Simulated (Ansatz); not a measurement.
**Band-structure calculation, with input and output: AgCl**

System: AgCl (C2/m, 4 atoms in the cell).
Method: DFT, PBE, plane waves, PAW, no spin polarisation (Ansatz 0.2.0).

The structure derives from a Materials Project entry. The geometry comes from this level: r2SCAN (a point of a series of strains). It belongs to a series of runs on one base structure; here: epitaxial_xy strain -4.8%.

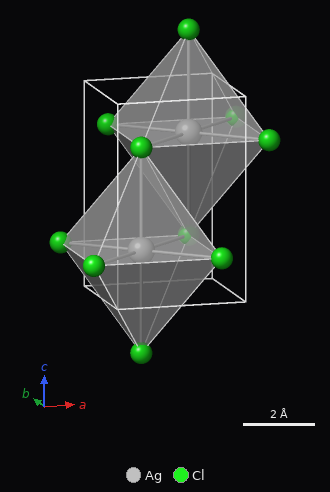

Fig. 1: The structure as given in the input (polyhedral view of the cell of the calculation, seen slightly off an axis; polyhedra are completed across the faces of the cell). An atom can appear more than once, as a periodic image.

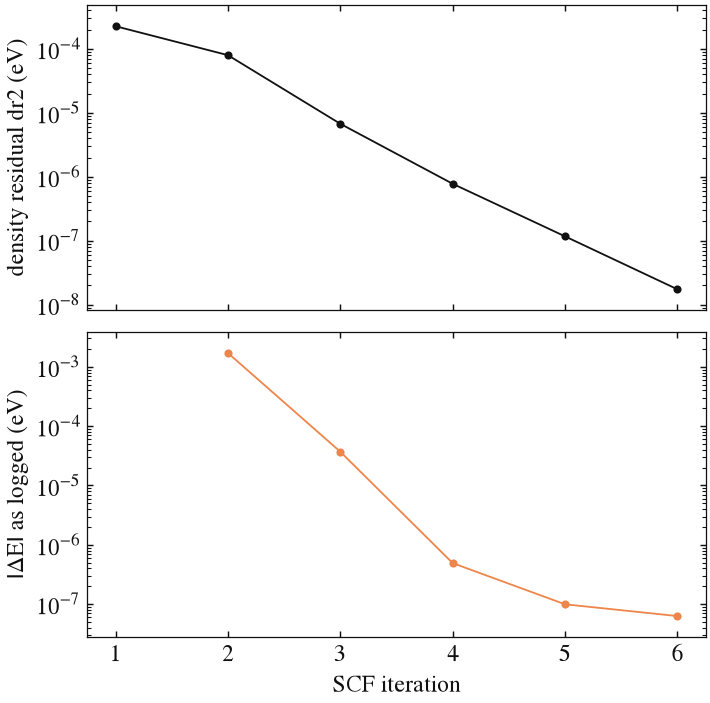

Fig. 2: Convergence of the self-consistent field: density residual dr2 and size of the energy change against the SCF iteration. The residual falls at every step.

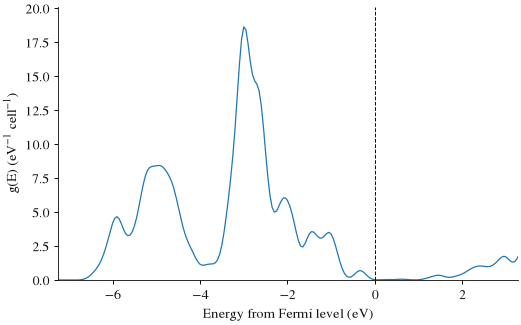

Fig. 3: Density of states (the curve is built from the levels of the k mesh with Gaussians 0.3 eV wide, which also blur the band edges), with energies from the Fermi level. Small ripples come from the finite k-point mesh.

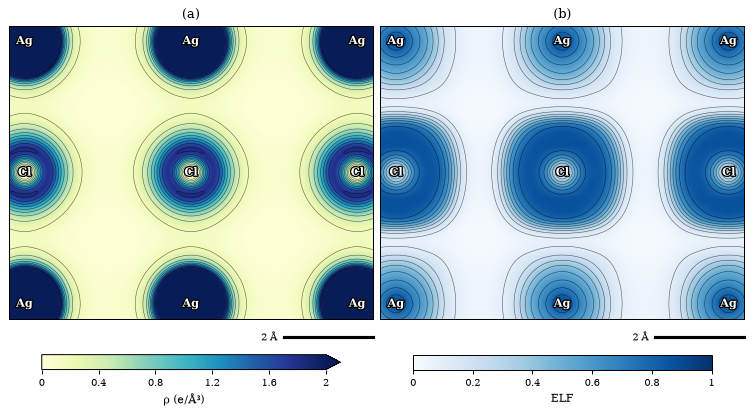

Fig. 4: (a) valence electron density; (b) electron localisation function on the (101̄) plane of the conventional cell. The section cuts through Ag and Cl sites. Away from the nuclei the density in this plane falls to 0.02 e/Å³ at its lowest. The strong features right at Ag lie inside the PAW spheres (semicore, d or f shells) and say nothing about bonding. Core electrons are frozen (PAW), so the fields are smoothed inside the atomic spheres.

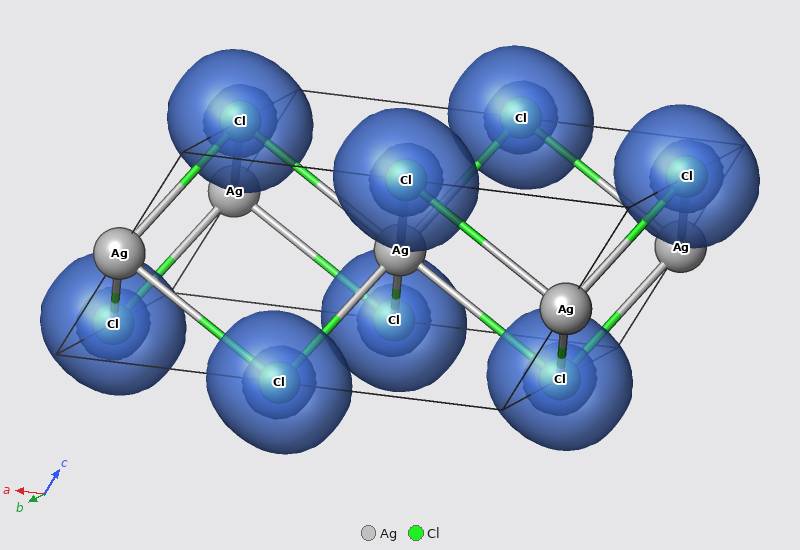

Fig. 5: Isosurface of the electron localisation function at 0.8 (blue), seen at an oblique angle. Core shells and regions of very low density are left out. Sticks mark near contacts. The outline is the cell set on symmetry axes. Profiles from the grid: Ag–Cl (2.64 Å): the ELF peaks at about 0.85 in the valence shell of Cl, 0.7 Å from its nucleus, and drops to about 0.10 between the two atoms, as expected for ionic bonding with no shared pair. Ag–Cl (2.95 Å): the ELF is about 0.10 at the midpoint, as expected for ionic bonding with no shared pair.

The input and output of the run follow.

### Input
```yaml
crystal:
  lattice:
    - [3.7267174228, 0.0, 0.2058404307]
    - [0.0, 3.7310661418, 0.0]
    - [-0.2597701219, 0.0, 5.8862459206]
  atoms:
    - { symbol: Ag, position: [0.2500548767, 0.25, 0.2500031849] }
    - { symbol: Ag, position: [0.7499451233, 0.75, 0.7499968151] }
    - { symbol: Cl, position: [0.7500376899, 0.75, 0.2499964645] }
    - { symbol: Cl, position: [0.2499623101, 0.25, 0.7500035355] }
kpoints:
  mp_grid: { grid: [6, 6, 6] }
  band_path:
    path:
      - [0.0, 0.0, 0.0]
      - [0.5000136275, 0.4999863725, 9.82862e-05]
      - [0.5000136275, 0.4999863725, 0.5000982814]
      - [0.5000136275, 0.0, 0.5000982814]
      - [0.24988252, 0.0, 1.000049109]
      - [0.7501447351, 0.0, 0.0001474537]
      - [0.7501447351, 0.2498688992, 0.0001474537]
      - [0.24988252, 0.2498688992, 1.000049109]
      - [0.0, 0.5, 0.5]
    npoints: 1
hamiltonian:
  xc: pbe
scf:
  occupations: { method: fermi_dirac, width: 0.02 }
  n_extra_bands: 5
output:
  forces: true
  stress: true
  eigenvalues: true
  write_density: true
  write_potential: true
  elf: true
  volumetric_format: npy
```

Run as:
```bash
ansatz run input.yaml --threads 4 --pin off --max-ram 4608MiB --backend cpu --events-out ev --progress --plain --runs-dir out
```

### What the program printed
```
scf.n_extra_bands = 5 over 26 filled bands (N_el = 52.0): the run solves 31 bands
Engine: ansatz 0.2.0, aarch64-unknown-linux-gnu
Pseudopotentials: kind: paw
Pseudopotential: Ag, paw, valence charge 19, recommended cutoff 420 eV (normal), Ag.paw.azcp
Pseudopotential: Cl, paw, valence charge 7, recommended cutoff 420 eV (normal), Cl.paw.azcp
Functional definition: PBE
  parameter kappa = 0.804
  parameter beta = 0.06672455060314922
  exchange = pbe_x(kappa = kappa, mu = beta*pi^2/3)
  correlation = pbe_c(beta = beta)
Crystal: 4 atoms, lattice volume = 82.046 Å³
Basis set: ecut = 420 eV, 1591 PW (Γ), exchange–correlation on 50×50×80 points (8 copies of the dense FFT grid, shifted against one another)
Bands: 31, of which v1, the nominal top of the filled ones, is band 26 counted from 1 (25 counted from 0)
Symmetry: 4 space group operations
Space group: P21/m (ITA 11), of the structure as read, at distance tolerance 4.3e-5 Å
k-points: 80 of 216
Non-local potential: Ag, projectors of the file, l = 0: 3, l = 1: 2, l = 2: 2, l = 3: 1
Non-local potential: Cl, projectors of the file, l = 0: 2, l = 1: 2, l = 2: 2
PAW form: soft (Blöchl's): semilocal exchange-correlation on the pseudo side does not see the compensation charge
PAW one-centre angular grid: Ag, 590 points (default); XC on 64 Gauss nodes
PAW one-centre angular grid: Cl, 110 points (default); XC on 64 Gauss nodes
Initial density: superposition of atomic densities (neutral atoms: chi_scale 0, normalization atom), corrected by the library's trained network
Initial wavefunctions: pseudopotential atomic-orbital guess
Functional: x = pbe(κ = 0.804, μ = 0.2195149727645171), c = pbe(β = 0.06672455060314922)
SCF iter   1: F=—  HF=-17341.642691 eV  |F-HF|=—  |Δ(HF+E_count)|=         —  Δρ=8.97e-4  dr2=2.26e-4  ethr=1.77e-3  ⟨swp⟩=6.0  Hψ=9377  notcnv=0
preconditioner: auto → Resta (q_TF=auto, 2.529 Å⁻¹)  ε∞=7.0  [insulator: Δε(μ)=0.596 eV  Ē_g=10.040 eV  σ=0.020 eV  W_gap=1.00  n_scr=20 (ndim 8)  ℏωp=24.6 eV  f_vac=0.031  D(μ)=0.00/eV (n_scr^D=0)  ε∞_Penn≈7.0]
SCF iter   2: F=—  HF=-17341.644405 eV  |F-HF|=—  |Δ(HF+E_count)|=   1.71e-3  Δρ=4.76e-4  dr2=7.97e-5  ethr=4.35e-7  ⟨swp⟩=3.0  Hψ=6477  notcnv=0  defer=17
SCF iter   3: F=—  HF=-17341.644442 eV  |F-HF|=—  |Δ(HF+E_count)|=   3.71e-5  Δρ=1.03e-4  dr2=6.74e-6  ethr=1.53e-7  ⟨swp⟩=2.0  Hψ=4283  notcnv=0  defer=17
SCF iter   4: F=—  HF=-17341.644441 eV  |F-HF|=—  |Δ(HF+E_count)|=   4.92e-7  Δρ=3.95e-5  dr2=7.77e-7  ethr=1.30e-8  ⟨swp⟩=2.0  Hψ=4321  notcnv=0  defer=17
SCF iter   5: F=—  HF=-17341.644441 eV  |F-HF|=—  |Δ(HF+E_count)|=   9.95e-8  Δρ=1.42e-5  dr2=1.17e-7  ethr=1.49e-9  ⟨swp⟩=2.9  Hψ=4513  notcnv=0  defer=17
SCF iter   6: F=-17341.644441 eV  HF=-17341.644441 eV  |F-HF|=4.33e-9  |Δ(HF+E_count)|=   6.30e-8  Δρ=5.22e-6  dr2=1.74e-8  ethr=1.92e-10  ⟨swp⟩=10.0  Hψ=15381  notcnv=0
SCF 1 converged in 6 iterations: F = -17341.644441 eV  dr2 = 1.74e-8
  greatest PAW one-centre occupation: 1.000 electrons in one spin orbital (limit 2), on the Ag atom at site 1 (counted from 0), in its partial waves of l = 0
NSCF: frozen V_eff on 9 k-points
SCF converged after 6 iterations
Free energy (F): -17341.644441 eV
Harris-Foulkes:  -17341.644441 eV  (|F-HF|=4.33e-9)
Internal energy: -17341.644441 eV  (E = F + TS)
E sigma→0 (E₀):  -17341.644441 eV
Fermi energy:    9.504325 eV
--- Per-component energies (eV) ---
  E_band       = -691.908347
  E_kinetic    = 1381.121931
  E_local      = -6334.064155  (includes V_loc(G=0)·N_el)
  E_nonlocal   = 224.976425
  E_hartree    = 2786.721841
  E_xc         = -581.367391
  E_vxc        = -710.301814  (∫ρ·V_xc dr)
  E_paw        = -9129.415214  (= ΣΔE_a)
  E_vpaw       = -827.088670  (= ΣTr[D̂ρ^β])
  E_aug_tail   = 0.000799  (compensation charges beyond the density's cutoff)
  E_ewald      = -5689.618678
  E_smearing   = -0.000000  (= −TS)
  E_closure    = 0.000000  (closes the sum)
  Σ components = -17341.644441   (vs F -17341.644441, Δ=0.00e0)
--- Forces (eV/Å), atoms counted from 1 ---
  atom   1  Ag    -0.00020177     0.00000000    -0.00001106
  atom   2  Ag     0.00020177    -0.00000000     0.00001106
  atom   3  Cl     0.00013866     0.00000000     0.00004490
  atom   4  Cl    -0.00013866    -0.00000000    -0.00004490
  max |Σ_I F_I| component: 0.00e0 eV/Å
--- Stress (GPa, compression-positive) ---
        6.581569       0.000000       0.209796
        0.000000       6.594353       0.000000
        0.209796       0.000000       1.951536
  P = ⅓ Tr σ = 5.0425 GPa (50.425 kbar)
--- Band table (eV; the first three rows and the last of 80) ---
  k-point 0: bands = ["-81.0863", "-81.0862", "-44.6280", "-44.6255", "-44.6225", "-44.6223", "-44.6216", "-44.6214", "-6.6932", "-6.2839", "4.2324", "5.6098", "5.6122", "5.6744", "5.9336", "6.1554", "6.1569", "6.1609", "6.1727", "6.2326", "6.2327", "6.2788", "6.4472", "6.6600", "6.6605", "6.7656", "9.7766", "11.2610", "16.8142", "17.1688", "19.3092"]
  k-point 1: bands = ["-81.0863", "-81.0862", "-44.6279", "-44.6257", "-44.6225", "-44.6223", "-44.6217", "-44.6215", "-6.6644", "-6.3095", "4.2085", "5.5645", "5.6103", "5.6127", "5.6915", "5.9152", "5.9804", "5.9809", "6.1638", "6.2705", "6.4109", "6.4123", "6.6751", "6.6757", "6.8787", "6.8887", "10.1235", "11.4154", "16.4736", "17.2370", "18.7471"]
  k-point 2: bands = ["-81.0863", "-81.0862", "-44.6274", "-44.6261", "-44.6223", "-44.6221", "-44.6219", "-44.6217", "-6.5864", "-6.3810", "4.2327", "4.9050", "5.6263", "5.6288", "5.7384", "5.8034", "5.8060", "5.8687", "6.1862", "6.2478", "6.5798", "6.5810", "6.6965", "6.6972", "7.0885", "7.1601", "10.9663", "11.7613", "15.7913", "16.8584", "17.4449"]
  k-point 79: bands = ["-81.0861", "-81.0861", "-44.6267", "-44.6267", "-44.6251", "-44.6251", "-44.6246", "-44.6246", "-6.1268", "-6.1268", "4.4267", "4.4267", "4.4269", "4.4269", "4.8989", "4.8989", "6.4075", "6.4075", "6.4081", "6.4081", "6.7236", "6.7236", "6.8023", "6.8023", "7.2624", "7.2624", "12.3662", "12.3662", "16.3703", "16.3703", "16.9443"]
```

### File bands.tsv
```
# k_distance	band_0	band_1	band_2	band_3	band_4	band_5	band_6	band_7	band_8	band_9	band_10	band_11	band_12	band_13	band_14	band_15	band_16	band_17	band_18	band_19	band_20	band_21	band_22	band_23	band_24	band_25	band_26	band_27	band_28	band_29	band_30
# fermi_ev = 9.504325
# lock_threshold_ev = 1e-6
# [0, 0, 0] at k_distance = 0.000000
# [0.5000136275, 0.4999863725, 0.0000982862] at k_distance = 1.190604
# [0.5000136275, 0.4999863725, 0.5000982814] at k_distance = 1.723836
# [0.5000136275, 0, 0.5000982814] at k_distance = 2.565822
# [0.24988252, 0, 1.000049109] at k_distance = 3.248888
# [0.7501447351, 0, 0.0001474537] at k_distance = 4.615019
# [0.7501447351, 0.2498688992, 0.0001474537] at k_distance = 5.035803
# [0.24988252, 0.2498688992, 1.000049109] at k_distance = 6.401934
# [0, 0.5, 0.5] at k_distance = 7.198066
# levels_relative_to = fermi_ev
# free_energy_ev = -17341.644441
# largest_residual_norms_ev = 5.779e-4 6.950e-4 6.210e-4 5.907e-4 6.357e-4 6.315e-4 5.240e-4 6.213e-4 6.008e-4 7.597e-4 1.055e-3 1.714e-3 1.308e-3 1.698e-3 1.112e-3 1.153e-3 8.376e-4 8.965e-4 5.370e-4 5.929e-4 6.602e-4 5.375e-4 5.509e-4 4.268e-4 7.640e-4 6.572e-4 1.251e-3 1.112e-3 1.082e-3 1.377e-3 1.366e-3
0.000000	-90.590632	-90.590532	-54.132373	-54.129816	-54.126831	-54.126653	-54.125958	-54.125765	-16.197503	-15.788193	-5.271965	-3.894504	-3.892125	-3.829908	-3.570758	-3.348921	-3.347382	-3.343405	-3.331662	-3.271771	-3.271610	-3.225485	-3.057108	-2.844354	-2.843787	-2.738738	0.272243	1.756666	7.309837	7.664506	9.804908
1.190604	-90.590404	-90.590404	-54.131041	-54.131041	-54.129631	-54.129631	-54.128583	-54.128583	-15.645914	-15.645914	-5.407262	-5.407262	-4.420461	-4.420461	-3.739806	-3.739806	-3.680827	-3.680827	-3.075324	-3.075324	-2.906628	-2.906628	-2.780861	-2.780861	-2.659113	-2.659113	1.596351	1.596351	7.034502	7.034502	8.391518
1.723836	-90.590403	-90.590403	-54.130984	-54.130984	-54.129388	-54.129388	-54.128897	-54.128897	-15.631135	-15.631135	-5.077703	-5.077702	-5.077353	-5.077351	-4.605431	-4.605425	-3.096799	-3.096798	-3.096172	-3.096169	-2.780759	-2.780759	-2.702013	-2.702013	-2.241960	-2.241959	2.861832	2.861833	6.865962	6.866004	7.439982
2.565822	-90.590500	-90.590489	-54.132186	-54.130672	-54.129695	-54.128364	-54.126128	-54.126071	-15.688273	-15.674719	-6.456325	-6.441268	-5.406193	-5.394459	-5.040467	-4.983293	-2.982441	-2.966865	-2.926379	-2.925581	-2.579372	-2.556323	-1.105121	-1.083810	-0.324584	-0.324018	3.337478	3.408302	6.153779	6.228642	6.324862
3.248888	-90.590573	-90.590502	-54.131969	-54.130203	-54.128126	-54.127472	-54.126548	-54.125943	-16.002138	-15.698820	-5.455101	-5.168105	-5.147517	-4.949099	-4.808883	-4.029422	-3.241508	-3.233176	-3.190082	-2.886133	-2.779737	-2.620912	-2.452510	-2.447320	-1.609883	-1.404296	2.099121	3.230151	6.660704	6.840806	7.441550
4.615019	-90.590573	-90.590502	-54.131969	-54.130204	-54.128126	-54.127472	-54.126548	-54.125943	-16.002173	-15.698837	-5.454932	-5.167901	-5.147534	-4.948997	-4.808771	-4.029350	-3.241556	-3.233227	-3.190096	-2.886128	-2.779787	-2.620976	-2.452522	-2.447359	-1.610090	-1.404497	2.098836	3.229903	6.661274	6.840558	7.441845
5.035803	-90.590518	-90.590468	-54.131605	-54.130354	-54.128282	-54.127875	-54.127708	-54.127220	-15.872341	-15.653410	-5.772850	-5.568127	-5.074064	-4.947001	-4.354019	-3.948811	-3.477868	-3.201009	-2.875034	-2.852376	-2.771239	-2.690944	-2.594133	-2.397921	-2.068255	-1.894266	3.182794	3.987414	6.458244	6.982674	7.486413
6.401934	-90.590518	-90.590468	-54.131605	-54.130354	-54.128282	-54.127875	-54.127708	-54.127220	-15.872319	-15.653402	-5.772898	-5.568138	-5.074103	-4.946972	-4.354047	-3.948806	-3.477881	-3.201000	-2.875035	-2.852379	-2.771223	-2.690938	-2.594122	-2.397934	-2.068252	-1.894264	3.182860	3.987384	6.458189	6.982570	7.486456
7.198066	-90.590494	-90.590494	-54.131448	-54.131448	-54.129213	-54.129213	-54.125908	-54.125908	-15.681018	-15.681018	-6.448613	-6.448613	-5.402790	-5.402790	-5.011096	-5.011096	-2.975813	-2.975813	-2.924754	-2.924754	-2.566790	-2.566790	-1.094466	-1.094466	-0.323438	-0.323438	3.372095	3.372095	6.192629	6.192629	6.382838
```

### File v_z.tsv
```
# z_ang	v_es[eV]	v_tot[eV]
# format = ansatz-planar-average/11
# xc	pbe
# density_cutoff_ev	1680
# datasets	Ag=:simpson_from_first_knot:soft	Cl=:simpson_from_first_knot:soft
# lattice	3.726717423	0.000000000	0.205840431
# lattice	0.000000000	3.731066142	0.000000000
# lattice	-0.259770122	0.000000000	5.886245921
# sites	4
# site	47	0.866940508	0.932766535	1.523051631
# site	47	2.600006793	2.798299606	4.569034721
# site	17	2.730236915	2.798299606	1.625928750
# site	17	0.736710386	0.932766535	4.466157601
0.000000	1.292162e1	6.672834e0
0.147299	1.278999e1	6.650508e0
0.294599	1.237399e1	5.739166e0
0.441898	1.154198e1	3.882795e0
0.589198	1.001796e1	1.195314e0
0.736497	7.621574e0	-2.527967e0
0.883796	4.620872e0	-6.797997e0
1.031096	1.640404e0	-1.094882e1
1.178395	-7.861776e-1	-1.429713e1
1.325694	-2.346727e0	-1.649983e1
1.472994	-2.885883e0	-1.724351e1
1.620293	-2.346671e0	-1.649978e1
1.767593	-7.860811e-1	-1.429704e1
1.914892	1.640527e0	-1.094873e1
2.062191	4.620981e0	-6.797918e0
2.209491	7.621586e0	-2.527985e0
2.356790	1.001785e1	1.195184e0
2.504089	1.154186e1	3.882667e0
2.651389	1.237389e1	5.739082e0
2.798688	1.278988e1	6.650457e0
2.945988	1.292152e1	6.672662e0
3.093287	1.278988e1	6.650457e0
3.240586	1.237389e1	5.739082e0
3.387886	1.154186e1	3.882667e0
3.535185	1.001785e1	1.195184e0
3.682484	7.621586e0	-2.527985e0
3.829784	4.620981e0	-6.797918e0
3.977083	1.640527e0	-1.094873e1
4.124383	-7.860811e-1	-1.429704e1
4.271682	-2.346671e0	-1.649978e1
4.418981	-2.885883e0	-1.724351e1
4.566281	-2.346727e0	-1.649983e1
4.713580	-7.861776e-1	-1.429713e1
4.860880	1.640404e0	-1.094882e1
5.008179	4.620872e0	-6.797997e0
5.155478	7.621574e0	-2.527967e0
5.302778	1.001796e1	1.195314e0
5.450077	1.154198e1	3.882795e0
5.597376	1.237399e1	5.739166e0
5.744676	1.278999e1	6.650508e0
```

### Key numbers

```json
{"quantity": "outcome", "value": "converged"}
{"quantity": "space group (tolerance 0.01 Å)", "value": "C2/m (12)"}
{"quantity": "electrons treated", "value": "52"}
{"quantity": "free energy", "value": "−17341.6444 eV"}
{"quantity": "Fermi energy", "value": "9.504 eV"}
{"quantity": "band gap", "value": "0.60 eV"}
{"quantity": "pressure", "value": "5.04 GPa"}
{"quantity": "largest force (length of the vector)", "value": "under 0.001 eV/Å"}
{"quantity": "hardware", "value": "4 threads of Arm Neoverse V1, 24 GiB of memory available, shared host"}
{"quantity": "wall time", "value": "5.2 s (CPU time 16 s)"}
{"quantity": "peak memory", "value": "0.46 GiB"}
```
